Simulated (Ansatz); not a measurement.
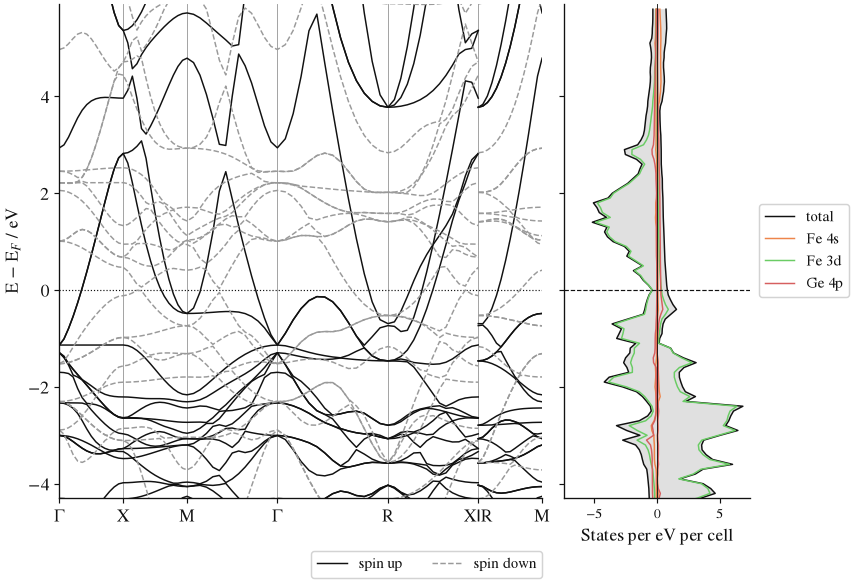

Band structure and density of states of Fe3Ge, space group Pm-3m, 4 atoms in the cell. Computed with Ansatz 0.2.0: DFT r2SCAN, scalar-relativistic, plane waves, PAW, spin-polarised, 12×12×12 k mesh, 500 eV cutoff, Gaussian smearing of 0.1 eV. Energies are counted from the Fermi level. The partial curves are projected on Löwdin-orthogonalised atomic shells. Spin-down states are drawn negative.

A metal: bands cross the Fermi level along this path. Bands cross the Fermi level on every line of the path. At M the nearest levels lie 0.48 eV below and 0.41 eV above the Fermi level. The density of states at the Fermi level is about 1.6 per eV and cell (mean within 0.25 eV), or 0.39 per atom.

The run may have settled in a state above the lowest, so this need not be the ground state.
